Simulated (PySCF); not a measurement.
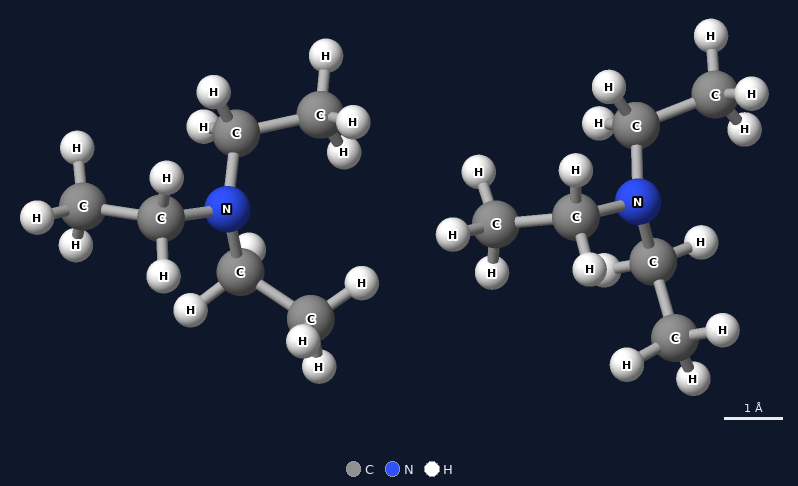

Two geometries of C$_{6}$H$_{15}$N, drawn at one scale. One is the start of a relaxation, the other its converged end. A ball-and-stick model, seen at a tilt.

The calculation used PBE0-D3(BJ)/def2-SVP geometry optimisation, gas phase in PySCF 2.14.0, density-fitted response routines. 

Q: Which geometry has the lower energy?

A: The right one is the relaxed one. The start comes from GFN2-xTB. The energy falls by 2.32 kcal/mol in 16 geometry steps. The atom that moves furthest after the best rigid fit is an H atom (1.41 Å). Largest moves by element: H 1.41 Å, C 0.71 Å, N 0.25 Å. Some distances before and after: C–H 1.096 → 1.115 Å, C–C 1.529 → 1.518 Å. Bond angles that change, for instance: N–C–C 110.9° → 113.8°, N–C–H 110.2° → 107.4°, C–C–H 110.1° → 112.5°. Groups turn about C–N by about 50°.
